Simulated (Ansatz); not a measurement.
ZnSe: geometry relaxation (part 1 of 2)

System: ZnSe (F-43m, 2 atoms in the cell).
Method: DFT PBE, scalar-relativistic, plane waves, PAW, no spin polarisation (Ansatz 0.2.0).

The structure derives from a Materials Project entry.

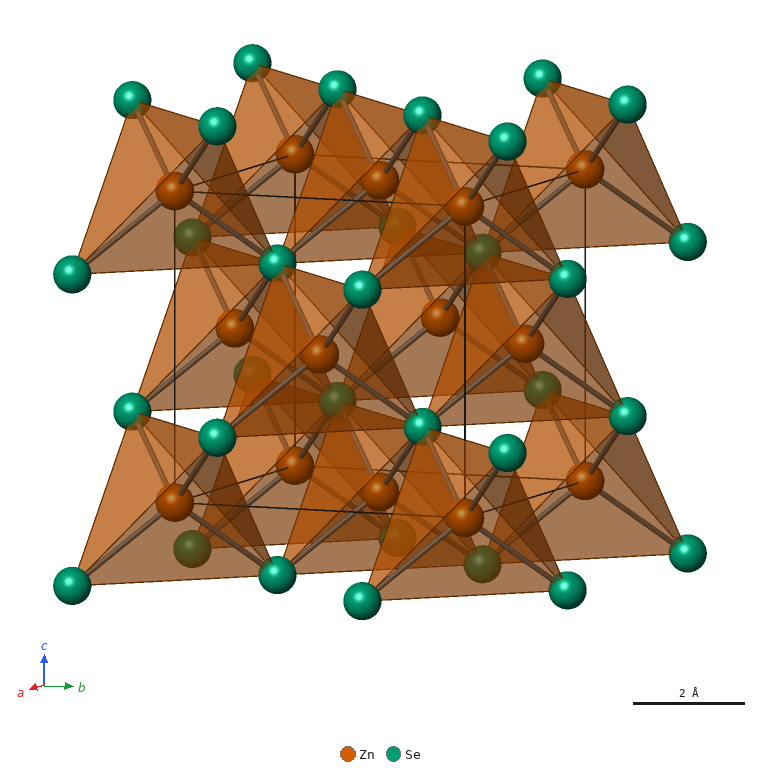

**Figure 1.** The input geometry (polyhedral view of the cell 4 times as large as that of the calculation, set on its symmetry axes, seen slightly off an axis; polyhedra are completed across the faces of the cell).

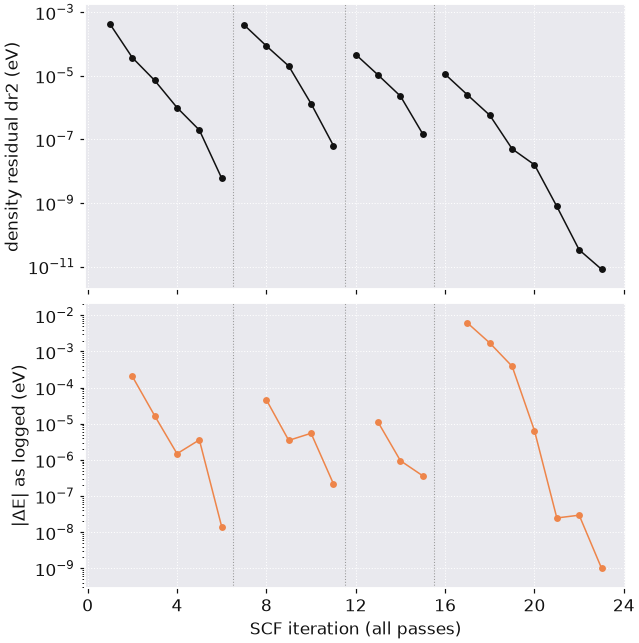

**Figure 2.** Convergence of the self-consistent field: density residual dr2 and size of the energy change against the SCF iteration. The dotted lines part the SCF passes of the relaxation: geometry steps, rejected trials and re-solves on a re-selected basis. The passes take 6, 5, 4 and 8 iterations.

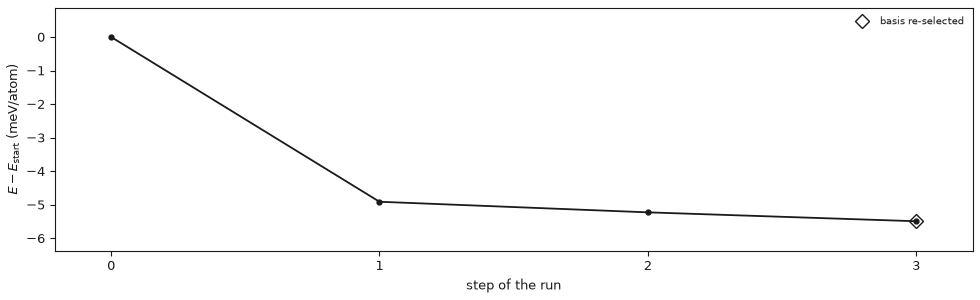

**Figure 3.** Progress of the relaxation, step by step (the first geometry is step 0 here and step 1 in the log).

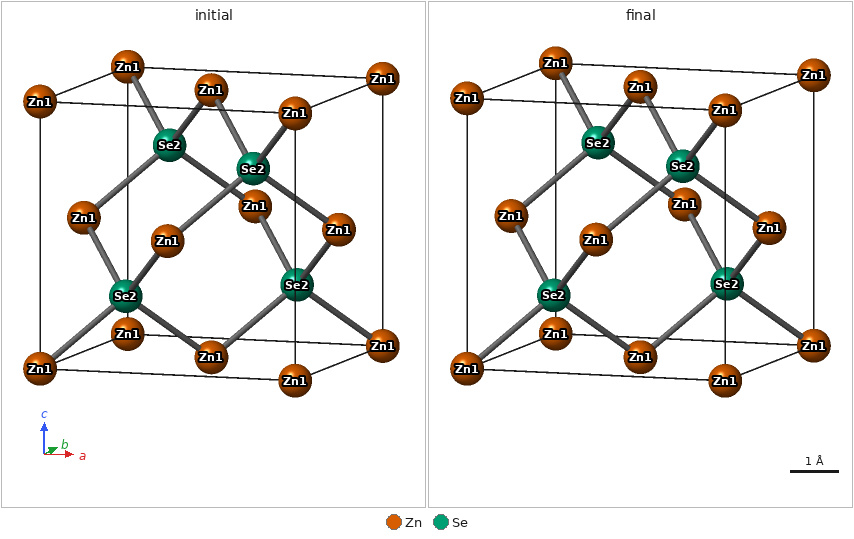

**Figure 4.** Before (left) and after (right) the relaxation, at one scale (ball-and-stick view of the cell 4 times as large as that of the calculation, set on its symmetry axes, seen slightly off an axis). The atoms keep their places relative to the cell (all moves are under 0.005 Å). Cell: a = b = c 5.665 → 5.732 Å (+1.2 %). Volume +3.6 %. Among the contacts that change: Zn1–Se2 2.453 → 2.482 Å. The space group stays F-43m (No. 216). The energy falls by 5.2 meV per atom in 2 geometry steps. All forces vanish by symmetry, so only the cell relaxes. Pressure: 2.20 GPa at the start and 0.03 GPa at the end. A last SCF at the same geometry on a re-selected plane-wave basis shifts the energy by −0.3 meV per atom. (Atoms are counted from 1 in the order of the input.)

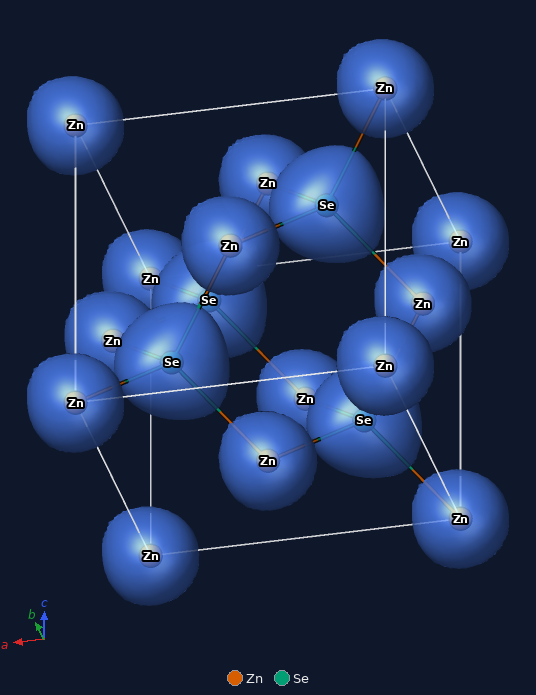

**Figure 5.** Isosurface of the valence pseudo-density at 0.5 e/Å³ (blue), seen at an oblique angle. Sticks mark near contacts. The outline is the cell set on symmetry axes. At this value the density breaks into separate islands; it holds about 80 % of the electrons treated as valence. It is pinched off along the Zn–Se (2.48 Å) contacts. On the grid the lowest density along these lines, outside the cores, is 0.41 e/Å³ (Zn–Se, 2.48 Å). Core electrons are frozen (PAW), so the fields are smoothed inside the atomic spheres.

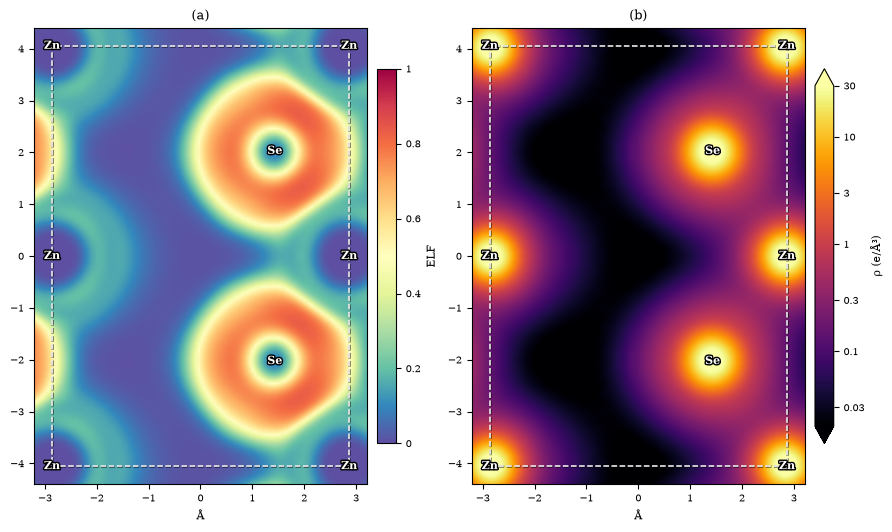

**Figure 6.** (a) ELF; (b) valence charge density (pseudo) on the (101) plane of the conventional cell. Atoms in the plane: Zn and Se. Zn–Se (2.48 Å): ρ at the midpoint is about 0.44 e/Å³; the ELF is about 0.60 at the midpoint. Away from the nuclei the density in this plane falls to 0.01 e/Å³ at its lowest.

The input that produced these results follows, with the program's output.

**The input**
```yaml
crystal:
  lattice:
    - [0.0, 2.8324425407, 2.8324425407]
    - [2.8324425407, 0.0, 2.8324425407]
    - [2.8324425407, 2.8324425407, 0.0]
  atoms:
    - { symbol: Zn, position: [0.0, 0.0, 0.0] }
    - { symbol: Se, position: [0.75, 0.75, 0.75] }
basis:
  ecutwfc: 420
kpoints:
  mp_grid: { grid: [8, 8, 8] }
hamiltonian:
  xc: pbe
scf:
  occupations: { method: gaussian, width: 0.02 }
output:
  forces: true
  stress: true
  eigenvalues: true
  write_density: true
  write_potential: true
  elf: true
  volumetric_format: npy
relax:
  adjacent_minimum: "off"
  f_tol: 0.005
  max_steps: 80
  cell: { stress_tol: 0.05 }
```

Run as:
```bash
ansatz run input.yaml --threads 8 --pin off --max-ram 16384MiB --backend cpu --events-out ev --progress --plain --runs-dir out
```

**Output**
```
Engine: ansatz 0.2.0, aarch64-unknown-linux-gnu
Pseudopotentials: kind: paw
Pseudopotential: Zn, paw, valence charge 12, recommended cutoff 420 eV (normal), Zn.paw.azcp
Pseudopotential: Se, paw, valence charge 16, recommended cutoff 420 eV (normal), Se.paw.azcp
Functional definition: PBE
  parameter kappa = 0.804
  parameter beta = 0.06672455060314922
  exchange = pbe_x(kappa = kappa, mu = beta*pi^2/3)
  correlation = pbe_c(beta = beta)
Crystal: 2 atoms, lattice volume = 45.448 Å³
Basis set: ecut = 420 eV, 893 PW (Γ), exchange–correlation on 54×54×54 points (8 copies of the dense FFT grid, shifted against one another)
Bands: 18, of which v1, the nominal top of the filled ones, is band 14 counted from 1 (13 counted from 0)
Symmetry: 24 space group operations
Space group: F-43m (ITA 216), of the structure as read, at distance tolerance 3.6e-5 Å
k-points: 29 of 512 (time reversal used)
Non-local potential: Zn, projectors of the file, l = 0: 2, l = 1: 2, l = 2: 3, l = 3: 1
Non-local potential: Se, projectors of the file, l = 0: 2, l = 1: 2, l = 2: 3, l = 3: 1
PAW form: soft (Blöchl's): semilocal exchange-correlation on the pseudo side does not see the compensation charge
PAW one-centre angular grid: Zn, 590 points (default); XC on 64 Gauss nodes
PAW one-centre angular grid: Se, 590 points (default); XC on 64 Gauss nodes
Initial density: superposition of atomic densities (neutral atoms: chi_scale 0, normalization atom), corrected by the library's trained network
Initial wavefunctions: pseudopotential atomic-orbital guess
Functional: x = pbe(κ = 0.804, μ = 0.2195149727645171), c = pbe(β = 0.06672455060314922)
SCF iter   1: F=—  HF=-8789.525557 eV  |F-HF|=—  |Δ(HF+E_count)|=         —  Δρ=7.89e-4  dr2=4.19e-4  ethr=1.77e-3  ⟨swp⟩=6.0  Hψ=2677  notcnv=0
preconditioner: auto → none  [insulator: Δε(μ)=1.286 eV  Ē_g=11.926 eV  σ=0.020 eV  W_gap=1.00  n_scr=14 (ndim 8)  ℏωp=23.4 eV  f_vac=0.121  D(μ)=0.00/eV (n_scr^D=0)  ε∞_Penn≈4.8]
SCF iter   2: F=—  HF=-8789.525353 eV  |F-HF|=—  |Δ(HF+E_count)|=   2.04e-4  Δρ=3.93e-4  dr2=3.69e-5  ethr=1.50e-6  ⟨swp⟩=2.1  Hψ=1257  notcnv=0
SCF iter   3: F=—  HF=-8789.525370 eV  |F-HF|=—  |Δ(HF+E_count)|=   1.66e-5  Δρ=1.69e-4  dr2=7.09e-6  ethr=1.32e-7  ⟨swp⟩=2.0  Hψ=826  notcnv=0
SCF iter   4: F=—  HF=-8789.525371 eV  |F-HF|=—  |Δ(HF+E_count)|=   1.48e-6  Δρ=7.65e-5  dr2=9.93e-7  ethr=2.53e-8  ⟨swp⟩=2.0  Hψ=754  notcnv=0
SCF iter   5: F=—  HF=-8789.525375 eV  |F-HF|=—  |Δ(HF+E_count)|=   3.57e-6  Δρ=1.67e-5  dr2=1.95e-7  ethr=3.55e-9  ⟨swp⟩=2.0  Hψ=928  notcnv=0
SCF iter   6: F=-8789.525375 eV  HF=-8789.525375 eV  |F-HF|=6.55e-9  |Δ(HF+E_count)|=   1.41e-8  Δρ=3.95e-6  dr2=5.96e-9  ethr=3.57e-10  ⟨swp⟩=9.0  Hψ=4153  notcnv=0
SCF 1 converged in 6 iterations: F = -8789.525375 eV  dr2 = 5.96e-9
  greatest PAW one-centre occupation: 1.000 electrons in one spin orbital (limit 2), on the Se atom at site 1 (counted from 0), in its partial waves of l = 2
relax step   1: F+E_penalty+E_count = -8789.52537487 eV  Δ(F+E_penalty+E_count) = +0.000e0 eV  max|allowed force component| = 1.180e-16 eV/Å  Δτ_max = 0.0000 Å  P = +2.199 GPa  Ω = 45.448 Å³  (6 SCF iters, dr2 threshold 1.00e-7 eV, accepted)
Crystal: 2 atoms, lattice volume = 46.654 Å³
Basis set: ecut = 420 eV, 941 PW (Γ), exchange–correlation on 54×54×54 points (8 copies of the dense FFT grid, shifted against one another)
Initial density: handed on by an earlier stage of this run
Initial wavefunctions: those handed on with the density
iter 1 solved again at ethr=1.36e-6 eV; its pass at ethr=3.10e-3 eV (dr2=3.80e-4 eV) is discarded
```
